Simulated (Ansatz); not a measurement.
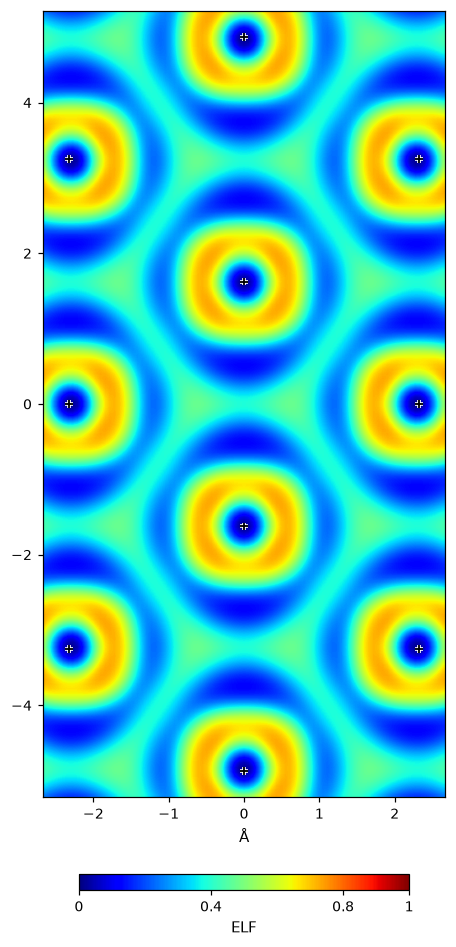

The electron localisation function on a plane through atoms (crosses mark nuclei in the plane).

The calculation used DFT PBE, scalar-relativistic, plane waves, PAW in Ansatz 0.2.0.

Candidates:
A. W, a = 4.64 Å, b = 4.64 Å, c = 2.75 Å, α = 90.00°, β = 90.00°, γ = 120.00°. Space group R-3m; changed on purpose from its base cell (equal engineering shear yz, xz and xy -0.0233, equal normal strain along x, y and z +0.0200); computed pressure about −16 GPa in this cell; PAW files of the earlier set (soft_1).
B. SiC, a = 4.38 Å, b = 4.38 Å, c = 4.38 Å, α = 90.00°, β = 90.00°, γ = 90.00°. Space group F-43m; PAW files of the earlier set (soft_1).

Which system is this?

Answer. Candidate A: W on the (011̄) plane of the conventional cell, which holds W. W–W (2.83 Å): the ELF is about 0.40 at the midpoint.
